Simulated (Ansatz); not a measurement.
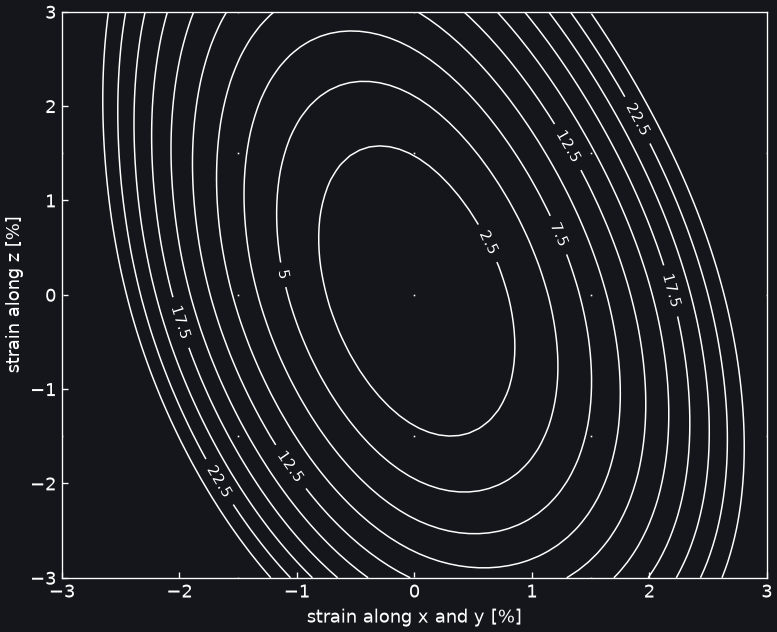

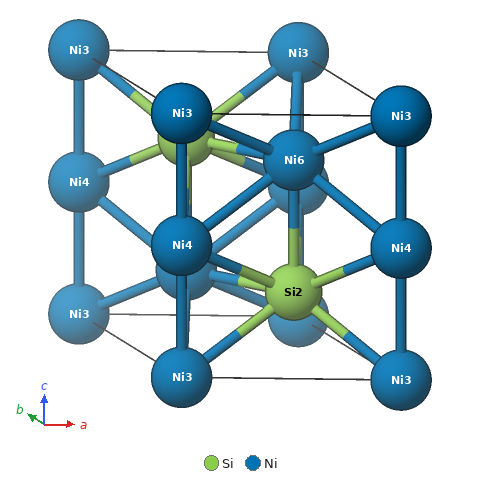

Energy landscape of SiNi₂ (P6_3/mmc, No. 194; 6 atoms in the cell). The cell is strained homogeneously, by one strain along x and y and another along z, with fractional coordinates fixed (x along [1 0 0], z along [0 0 1] of the conventional cell). First axis: strain along x and y. Second axis: strain along z. The scan uses a 5 × 5 grid. Points are written as (first, second). Energies are in meV/atom, from the lowest grid point. The runs have no spin polarisation; a magnetic state may lie lower. The calculation used Ansatz, DFT PBEsol, scalar-relativistic, plane waves, PAW. Settings: cutoff 420 eV, k-mesh 12×12×10 in the order of the run's cell vectors, gaussian smearing 0.15 eV, no spin polarisation.

The picture shows contour lines labelled in meV/atom (none above 25), dots at the grid points. Between grid points the surface is interpolated. The second picture is the structure at the lowest point

**Summarise what can be read from the map.**

The lowest grid point is at (0.0 %, 0.0 %). No other kind of well shows on this grid. The highest grid point, (−3.0 %, −3.0 %), lies 68.6 meV/atom above the lowest. Round the minimum the valley is somewhat tilted: raising strain along x and y shifts the best value of strain along z downwards (coupling k₁₂/√(k₁₁k₂₂) about 0.4).

The values on the grid:

```
strain along z ↓, strain along x and y →  −3.0  −1.5   0.0   1.5   3.0
                                     3.0  33.3  11.8   9.9  25.1  55.0
                                     1.5  33.8   8.2   2.6  14.5  41.5
                                     0.0  39.3   9.4   0.0   8.5  32.4
                                    −1.5  50.6  16.3   2.9   7.9  28.7
                                    −3.0  68.6  29.7  12.3  13.6  31.1
```
